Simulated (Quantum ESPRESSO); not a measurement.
HfN: geometry relaxation (part 1 of 2)

HfN (2 atoms in the cell), computed with Kohn-Sham DFT of a periodic cell, Q2D, SG15 PBE 1.2, spin-polarised (Quantum ESPRESSO 7.5).

The structure derives from an entry of the Crystallography Open Database.

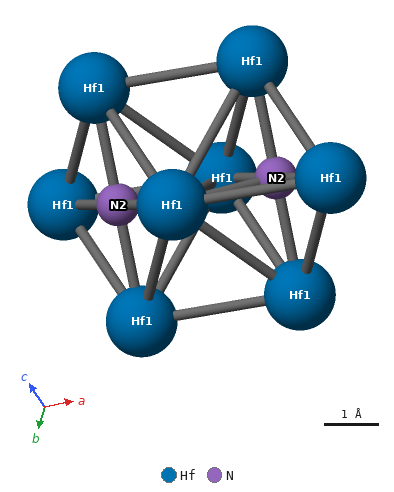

**Figure 1.** The structure as given in the input (ball-and-stick view of the reduced cell, seen at an oblique angle; atoms are numbered from 1 in the order of the input). Near neighbours in the crystal (not all of them lie inside the picture): Hf has 12 Hf at 3.17 to 3.19 Å and 6 N at 2.23 to 2.26 Å; N has 6 Hf at 2.23 to 2.26 Å.

The input:
```
&CONTROL
  calculation = 'relax'
  prefix = 'pwscf'
  outdir = './tmp'
  pseudo_dir = './pseudo'
  tprnfor = .true.
  tstress = .true.
  disk_io = 'low'
  nstep = 40
  forc_conv_thr = 0.0001
  etot_conv_thr = 1d-05
/
&SYSTEM
  ibrav = 0
  nat = 2
  ntyp = 2
  ecutwfc = 88
  nbnd = 26
  input_dft = 'q2d'
  occupations = 'smearing'
  smearing = 'fd'
  degauss = 0.00367493
  nspin = 2
  starting_magnetization(1) = 0.0192
  starting_magnetization(2) = 0
/
&ELECTRONS
  conv_thr = 4d-10
  electron_maxstep = 120
  mixing_beta = 0.3
/
&IONS
  ion_dynamics = 'bfgs'
/
ATOMIC_SPECIES
Hf   178.4900 Hf_ONCV_PBE-1.2.upf
N     14.0070 N_ONCV_PBE-1.2.upf
CELL_PARAMETERS angstrom
   0.0000000000    2.2334400000    2.2560000000
   2.2560000000    0.0000000000    2.2560000000
   2.2560000000    2.2334400000    0.0000000000
ATOMIC_POSITIONS crystal
Hf     0.0000000000    0.0000000000    0.0000000000
N      0.5000000000    0.5000000000    0.5000000000
K_POINTS automatic
4 4 4 0 0 0
```

Hardware: 1 thread of Intel Xeon @ 2.60GHz (Ice Lake), 24 GiB of memory available, shared host.

Launched with:
```bash
OMP_NUM_THREADS=1 pw.x -in pw.in > pw.out
```

Output:
```
This program is part of the open-source Quantum ESPRESSO suite
     for quantum simulation of materials; please cite
         "P. Giannozzi et al., J. Phys.:Condens. Matter 21 395502 (2009);
         "P. Giannozzi et al., J. Phys.:Condens. Matter 29 465901 (2017);
         "P. Giannozzi et al., J. Chem. Phys. 152 154105 (2020);
          URL
     in publications or presentations arising from this work. More details at

     IMPORTANT: XC functional enforced from input :
     Exchange-correlation= Q2D
                           (   1   4  19  12   0   0   0)
     Any further DFT definition will be discarded
     Please, verify this is what you really want

     Message from routine setup:
     using ibrav=0 with symmetry is DISCOURAGED, use correct ibrav instead

     G-vector sticks info
     --------------------
     sticks:   dense  smooth     PW     G-vecs:    dense   smooth      PW
     Sum         869     869    253                17045    17045    2733

     Using Slab Decomposition

     bravais-lattice index     =            0
     lattice parameter (alat)  =       5.9990  a.u.
     unit-cell volume          =     153.4190 (a.u.)^3
     number of atoms/cell      =            2
     number of atomic types    =            2
     number of electrons       =        31.00
     number of Kohn-Sham states=           26
     kinetic-energy cutoff     =      88.0000  Ry
     charge density cutoff     =     352.0000  Ry
     scf convergence threshold =      4.0E-10
     mixing beta               =       0.3000
     number of iterations used =            8  plain     mixing
     energy convergence thresh.=      1.0E-05
     force convergence thresh. =      1.0E-04
     Exchange-correlation= Q2D
                           (   1   4  19  12   0   0   0)
     nstep                     =           40

     celldm(1)=   5.999037  celldm(2)=   0.000000  celldm(3)=   0.000000
     celldm(4)=   0.000000  celldm(5)=   0.000000  celldm(6)=   0.000000

     crystal axes: (cart. coord. in units of alat)
               a(1) = (   0.000000   0.703545   0.710651 )
               a(2) = (   0.710651   0.000000   0.710651 )
               a(3) = (   0.710651   0.703545   0.000000 )

     reciprocal axes: (cart. coord. in units 2 pi/alat)
               b(1) = ( -0.703580  0.710687  0.703580 )
               b(2) = (  0.703580 -0.710687  0.703580 )
               b(3) = (  0.703580  0.710687 -0.703580 )

     PseudoPot. # 1 for Hf read from file:
     Hf_ONCV_PBE-1.2.upf
     Pseudo is Norm-conserving, Zval = 26.0
     Generated using ONCVPSP code by D. R. Hamann
     Using radial grid of  602 points,  8 beta functions with:
                l(1) =   0
                l(2) =   0
                l(3) =   1
                l(4) =   1
                l(5) =   2
                l(6) =   2
                l(7) =   3
                l(8) =   3

     PseudoPot. # 2 for N  read from file:
     N_ONCV_PBE-1.2.upf
     Pseudo is Norm-conserving, Zval =  5.0
     Generated using ONCVPSP code by D. R. Hamann
     Using radial grid of  602 points,  4 beta functions with:
                l(1) =   0
                l(2) =   0
                l(3) =   1
                l(4) =   1

     atomic species   valence    mass     pseudopotential
     Hf               26.00   178.49000     Hf( 1.00)
     N                 5.00    14.00700     N ( 1.00)

     Starting magnetic structure
     atomic species   magnetization
     Hf              0.019
     N               0.000

     16 Sym. Ops., with inversion, found

   Cartesian axes

     site n.     atom                  positions (alat units)
         1        Hf     tau(   1) = (   0.0000000   0.0000000   0.0000000  )
         2        N      tau(   2) = (   0.7106511   0.7035446   0.7106511  )

     number of k points=    13  Fermi-Dirac smearing, width (Ry)=  0.0037
                       cart. coord. in units 2pi/alat
        k(    1) = (   0.0000000   0.0000000   0.0000000), wk =   0.0156250
        k(    2) = (   0.1758950   0.1776718  -0.1758950), wk =   0.1250000
        k(    3) = (  -0.3517901  -0.3553435   0.3517901), wk =   0.0625000
        k(    4) = (   0.3517901   0.0000000   0.0000000), wk =   0.0625000
        k(    5) = (  -0.1758950  -0.5330153   0.5276851), wk =   0.2500000
        k(    6) = (   0.0000000  -0.3553435   0.3517901), wk =   0.1250000
        k(    7) = (  -0.7035801   0.0000000   0.0000000), wk =   0.0312500
        k(    8) = (   0.0000000   0.3553435   0.0000000), wk =   0.0312500
        k(    9) = (  -0.5276851  -0.1776718   0.5276851), wk =   0.1250000
        k(   10) = (  -0.3517901   0.0000000   0.3517901), wk =   0.0625000
        k(   11) = (  -0.7035801   0.3553435   0.0000000), wk =   0.0312500
        k(   12) = (  -0.7035801   0.0000000   0.3517901), wk =   0.0625000
        k(   13) = (   0.0000000  -0.7106870   0.0000000), wk =   0.0156250

     Dense  grid:    17045 G-vectors     FFT dimensions: (  36,  40,  36)

     Generating pointlists ...
     new r_m :   0.2902 (alat units)  1.7410 (a.u.) for type    1
     new r_m :   0.2902 (alat units)  1.7410 (a.u.) for type    2

     Initial potential from superposition of free atoms

     starting charge      30.8759, renormalised to      31.0000
     Starting wfcs are random

     Self-consistent Calculation

     iteration #  1     ecut=    88.00 Ry     beta= 0.30
     Davidson diagonalization with overlap
     ethr =  1.00E-02,  avg # of iterations =  9.2

     total energy              =    -466.81047744 Ry
     estimated scf accuracy    <       0.52704492 Ry

     total magnetization       =     0.02 Bohr mag/cell
     absolute magnetization    =     0.04 Bohr mag/cell

     iteration #  2     ecut=    88.00 Ry     beta= 0.30
     Davidson diagonalization with overlap
     ethr =  1.70E-03,  avg # of iterations =  2.3

     total energy              =    -466.91501617 Ry
     estimated scf accuracy    <       0.01288940 Ry

     total magnetization       =     0.05 Bohr mag/cell
     absolute magnetization    =     0.05 Bohr mag/cell

     iteration #  3     ecut=    88.00 Ry     beta= 0.30
     Davidson diagonalization with overlap
     ethr =  4.16E-05,  avg # of iterations =  6.0

     total energy              =    -466.91676871 Ry
     estimated scf accuracy    <       0.00551480 Ry

     total magnetization       =     0.04 Bohr mag/cell
     absolute magnetization    =     0.05 Bohr mag/cell

     iteration #  4     ecut=    88.00 Ry     beta= 0.30
     Davidson diagonalization with overlap
     ethr =  1.78E-05,  avg # of iterations =  2.0

     total energy              =    -466.91668541 Ry
     estimated scf accuracy    <       0.00101419 Ry

     total magnetization       =     0.03 Bohr mag/cell
     absolute magnetization    =     0.03 Bohr mag/cell

     iteration #  5     ecut=    88.00 Ry     beta= 0.30
     Davidson diagonalization with overlap
     ethr =  3.27E-06,  avg # of iterations =  2.7

     total energy              =    -466.91676915 Ry
     estimated scf accuracy    <       0.00001961 Ry

     total magnetization       =     0.01 Bohr mag/cell
     absolute magnetization    =     0.02 Bohr mag/cell

     iteration #  6     ecut=    88.00 Ry     beta= 0.30
     Davidson diagonalization with overlap
     ethr =  6.33E-08,  avg # of iterations =  2.0

     total energy              =    -466.91677323 Ry
     estimated scf accuracy    <       0.00001993 Ry

     total magnetization       =     0.00 Bohr mag/cell
     absolute magnetization    =     0.01 Bohr mag/cell

     iteration #  7     ecut=    88.00 Ry     beta= 0.30
     Davidson diagonalization with overlap
     ethr =  6.33E-08,  avg # of iterations =  1.4

     total energy              =    -466.91677796 Ry
     estimated scf accuracy    <       0.00000134 Ry

     total magnetization       =     0.00 Bohr mag/cell
     absolute magnetization    =     0.00 Bohr mag/cell

     iteration #  8     ecut=    88.00 Ry     beta= 0.30
     Davidson diagonalization with overlap
     ethr =  4.32E-09,  avg # of iterations =  2.0

     total energy              =    -466.91677861 Ry
     estimated scf accuracy    <       0.00000024 Ry

     total magnetization       =     0.00 Bohr mag/cell
     absolute magnetization    =     0.00 Bohr mag/cell

     iteration #  9     ecut=    88.00 Ry     beta= 0.30
     Davidson diagonalization with overlap
     ethr =  7.72E-10,  avg # of iterations =  1.2

     total energy              =    -466.91677863 Ry
     estimated scf accuracy    <       0.00000007 Ry

     total magnetization       =     0.00 Bohr mag/cell
     absolute magnetization    =     0.00 Bohr mag/cell

     iteration # 10     ecut=    88.00 Ry     beta= 0.30
     Davidson diagonalization with overlap
     ethr =  2.21E-10,  avg # of iterations =  2.0

     total energy              =    -466.91677865 Ry
     estimated scf accuracy    <       0.00000002 Ry

     total magnetization       =     0.00 Bohr mag/cell
     absolute magnetization    =     0.00 Bohr mag/cell

     iteration # 11     ecut=    88.00 Ry     beta= 0.30
     Davidson diagonalization with overlap
     ethr =  5.61E-11,  avg # of iterations =  1.7

     total energy              =    -466.91677866 Ry
     estimated scf accuracy    <          6.2E-10 Ry

     total magnetization       =     0.00 Bohr mag/cell
     absolute magnetization    =     0.00 Bohr mag/cell

     iteration # 12     ecut=    88.00 Ry     beta= 0.30
     Davidson diagonalization with overlap
     ethr =  1.98E-12,  avg # of iterations =  2.0

     Magnetic moment per site  (integrated on atomic sphere of radius R)
     atom   1 (R=0.290)  charge= 21.6582  magn=  0.0000
     atom   2 (R=0.290)  charge=  4.9741  magn= -0.0000

     End of self-consistent calculation

 ------ SPIN UP ------------

          k = 0.0000 0.0000 0.0000 (  2101 PWs)   bands (ev):

   -34.5489  -2.9546  -2.9546  -2.9437  10.4054  15.8567  15.8567  15.8661
    15.8686  16.0060  16.0060  16.0062  25.1057  25.1057  25.1589  27.4526
    27.4526  27.5665  29.6704  29.7893  30.0854  37.6105  52.8152  53.1311
    53.1311  53.6821

          k = 0.1759 0.1777-0.1759 (  2129 PWs)   bands (ev):

   -34.5155  -3.5008  -3.0053  -2.9903  11.6724  15.8851  15.9058  15.9129
    15.9199  15.9639  15.9695  16.0081  21.5543  22.9244  22.9497  28.5328
    29.2335  29.2463  32.6756  33.2751  33.5180  40.9796  45.4281  46.2186
    46.2528  53.9692

          k =-0.3518-0.3553 0.3518 (  2132 PWs)   bands (ev):

   -34.4819  -3.9949  -3.0553  -3.0326  13.0961  15.9180  15.9216  15.9284
    15.9845  16.0008  16.0115  16.1605  18.9239  21.6682  21.6758  31.2743
    31.6333  31.7058  32.5229  36.8999  37.1417  40.1827  40.4541  40.5707
    49.1113  51.2996

          k = 0.3518 0.0000 0.0000 (  2125 PWs)   bands (ev):
```
